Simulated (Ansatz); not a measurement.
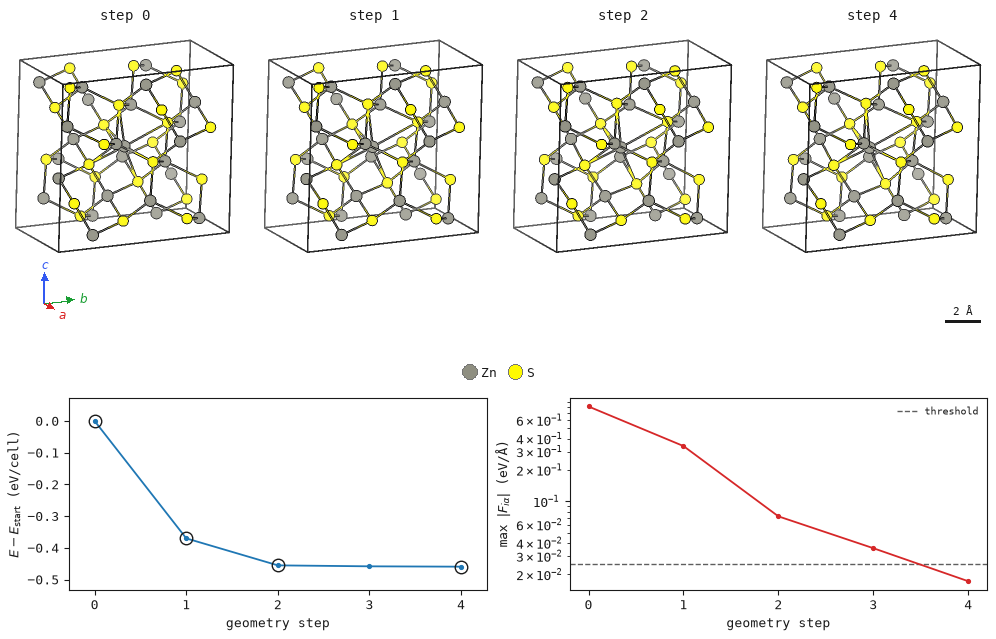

Frames of a relaxation of a defect cell of composition Zn25S24, marked on the history of the run. The picture is a ball-and-stick view of the cell of the calculation (origin shifted), seen slightly off an axis.

Case: Zn interstitial, charge +0, atoms relaxed at the host's cell.

The calculation used DFT PBE, scalar-relativistic, plane waves, PAW in Ansatz 0.2.0. (plane-wave cutoff 420 eV; k-point mesh 2 × 2 × 2; occupations gaussian; smearing width 0.01 eV; mesh shifted by (0.5, 0.5, 0.5); no spin polarisation; atoms relaxed in a fixed cell; force threshold 0.025 eV/Å; at most 45 steps)

What happens along the run?

The energy falls by 0.459 eV per cell of the calculation in 4 geometry steps. The largest force component goes from 0.81 to 0.017 eV/Å. The atom that moves furthest is a Zn atom (0.16 Å along [−1 −1 −1]). Largest moves by element: Zn 0.16 Å, S 0.15 Å. The cell doesn't change. Some distances before and after: S–Zn 2.932 → 3.150 Å, S–Zn 2.361 → 2.490 Å, S–Zn 2.541 → 2.616 Å, S–Zn 2.356 → 2.409 Å. Among the angles between lasting bonds that change: S–Zn–S 109.3° → 114.8°, S–Zn–S 109.6° → 104.2°, Zn–S–Zn 75.6° → 71.4°. Cost: 3.3 min on 4 threads of Arm Neoverse V1, with other jobs on the host, peak memory 2.6 GiB. From step 0 to 1: S atoms move most (0.09 Å), energy −0.370 eV per cell of the calculation. From step 1 to 2: S atoms move most (0.07 Å), energy −85.1 meV per cell of the calculation. From step 2 to 4: a Zn atom moves most (0.03 Å), energy −4.1 meV per cell of the calculation.

| step | E − E(0), meV/atom | largest force component, eV/Å |
| --- | --- | --- |
| 0 | 0.00 | 0.8122 |
| 1 | -7.55 | 0.3394 |
| 2 | -9.29 | 0.0720 |
| 3 | -9.35 | 0.0357 |
| 4 | -9.37 | 0.0172 |
